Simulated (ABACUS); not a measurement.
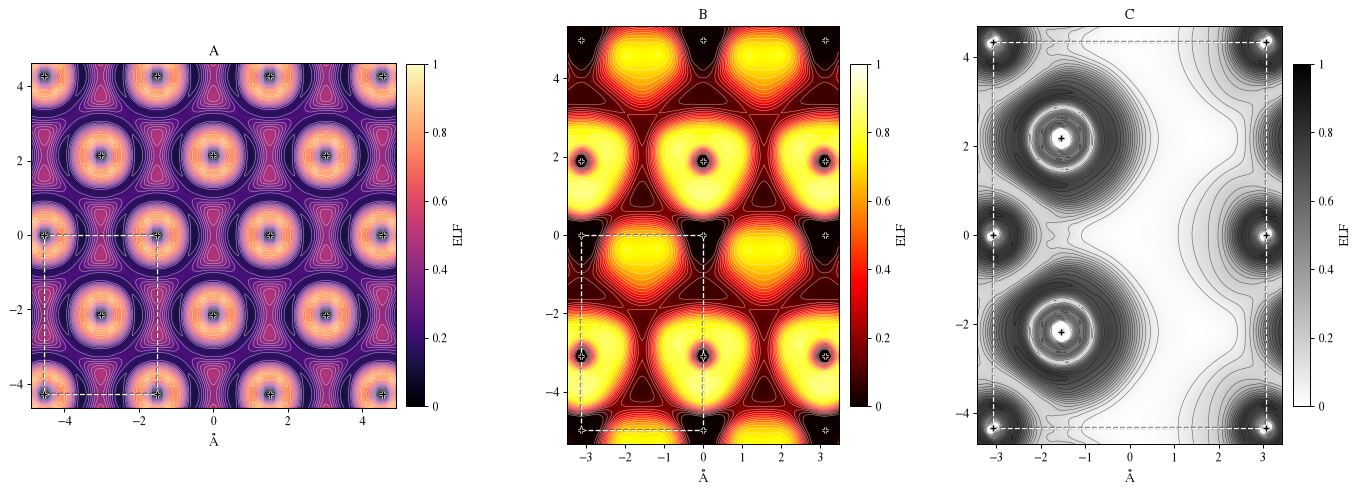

The ELF of 3 systems, each on a plane through atoms (crosses mark nuclei in the plane).

The calculation used Kohn-Sham DFT of a periodic cell, PBEsol, PseudoDojo NC SR 0.4.1 PBEsol standard in ABACUS.

System 1: V, the (011) plane of the conventional cell. Space group Im-3m; computed pressure about −12 GPa in this cell; spin-polarised, but the moments vanished.

```yaml
crystal:
  lattice:
    - [3.02870, 0.00000, 0.00000]
    - [0.00000, 3.02870, 0.00000]
    - [0.00000, 0.00000, 3.02870]
  atoms:
    - { symbol: V, position: [0.00000, 0.00000, 0.00000] }
    - { symbol: V, position: [0.50000, 0.50000, 0.50000] }
```

System 2: CdSe, the (011) plane of the conventional cell. Space group F-43m; a structure from a database of computed crystals, not necessarily the ambient phase.

```
Cd Se
1.0
     6.14054    0.00000    0.00000
     0.00000    0.00000   -6.14054
     0.00000    6.14054    0.00000
Cd Se
4 4
Direct
  0.50000 0.50000 0.00000
  0.00000 0.50000 0.50000
  0.00000 0.00000 0.00000
  0.50000 0.00000 0.50000
  0.25000 0.75000 0.25000
  0.75000 0.75000 0.75000
  0.75000 0.25000 0.25000
  0.25000 0.25000 0.75000
```

System 3: AlN, the (100) plane of the conventional cell. Space group P6₃mc.

Which map belongs to which system?

Panel A is system 1, V: the plane holds V. V–V (2.62 Å): the ELF is about 0.25 at the midpoint; no shared electron pair shows on this line. Panel B is system 3, AlN: the plane holds Al and N. Al–N (1.89 Å): the ELF peaks at about 0.90 between the atoms (a shared but strongly polarised pair). Panel C is system 2, CdSe: the plane holds Cd and Se. Cd–Se (2.66 Å): the ELF is about 0.40 at the midpoint and 0.15 at its lowest between the atoms.
